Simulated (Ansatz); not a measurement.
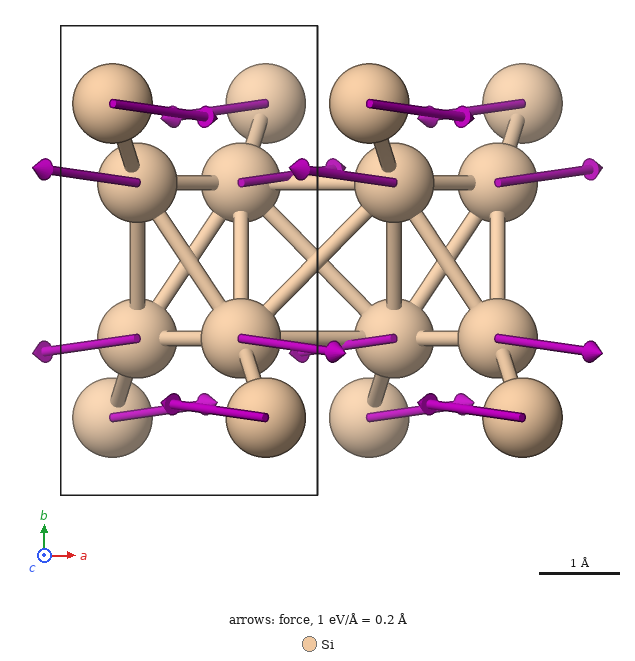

Starting geometry of a crystal of Si (a generated structure, set up in Pnnn) (coarse preliminary run) with the computed forces as purple arrows. Style: ball-and-stick. Shown: the cell of the calculation, repeated 2 × 1 × 1 with one cell outlined, along the c axis.

All numbers below come from DFT PBE, scalar-relativistic, plane waves, PAW (Ansatz).

The input:
```yaml
crystal:
  lattice:
    - [3.23598723, 0.0, 0.0]
    - [0.0, 5.92019804, 0.0]
    - [0.0, 0.0, 6.78146088]
  atoms:
    - { symbol: Si, position: [0.20164199, 0.165622, 0.098997] }
    - { symbol: Si, position: [0.70164199, 0.334378, 0.598997] }
    - { symbol: Si, position: [0.20164199, 0.834378, 0.901003] }
    - { symbol: Si, position: [0.29835801, 0.665622, 0.598997] }
    - { symbol: Si, position: [0.29835801, 0.334378, 0.401003] }
    - { symbol: Si, position: [0.79835801, 0.165622, 0.901003] }
    - { symbol: Si, position: [0.79835801, 0.834378, 0.098997] }
    - { symbol: Si, position: [0.70164199, 0.665622, 0.401003] }
basis:
  ecutwfc: 420
kpoints:
  mp_grid: { grid: [6, 4, 4] }
hamiltonian:
  xc: pbe
scf:
  occupations: { method: gaussian, width: 0.1 }
  lower_state_search: "off"
output:
  forces: true
  stress: true
  eigenvalues: true
relax:
  adjacent_minimum: "off"
  f_tol: 0.04
  max_steps: 70
  cell: { stress_tol: 0.4 }
```

Command:
```bash
ansatz run input.yaml --threads 1 --pin off --max-ram 2560MiB --backend cpu --events-out ev --progress --plain --runs-dir out
```

**Is this structure relaxed? If not, where do the atoms go?**

It isn't relaxed: the largest force vector, on Si atoms, is 9.91 eV/Å. The final displacements follow the starting forces only in part (cosine between the two patterns 0.71). The largest moves relative to the cell, 0.36 Å, are those of 8 atoms (Si1, Si2, Si3, Si4 and others). Si7 goes along [−3 2 2]. The drawn cell changes as follows: a 3.236 → 3.221 Å (−0.4 %), b 5.920 → 7.154 Å (+20.8 %), c 6.781 → 7.287 Å (+7.4 %); the volume changes by +29.3 %. Near-neighbour distances that change, for instance: Si1–Si6 1.872 → 2.508 Å, Si1–Si3 2.377 → 2.718 Å, Si1–Si7 2.752 → 2.507 Å, Si1–Si6 (another image) 2.352 → 2.508 Å. Among the angles between lasting bonds that change: Si1–Si3–Si4 149.5° → 178.9°, Si4–Si3–Si6 102.4° → 122.1°, Si7–Si3–Si7 99.4° → 79.9°. The space group (tolerance 0.01 Å) goes from Pnnn (No. 48) to Cccm (No. 66). After 8 accepted moves (10 points after the start) the energy has fallen by 1128 meV per atom. The largest force component goes from 7.3 to 0.017 eV/Å. The pressure goes from 47.60 to 0.12 GPa. The line search rejected the trial step at point 7 of the run. At 1 point the geometry stayed and the basis and grid were re-selected for the new cell (energy shift of 5.5 meV per atom at most each time).
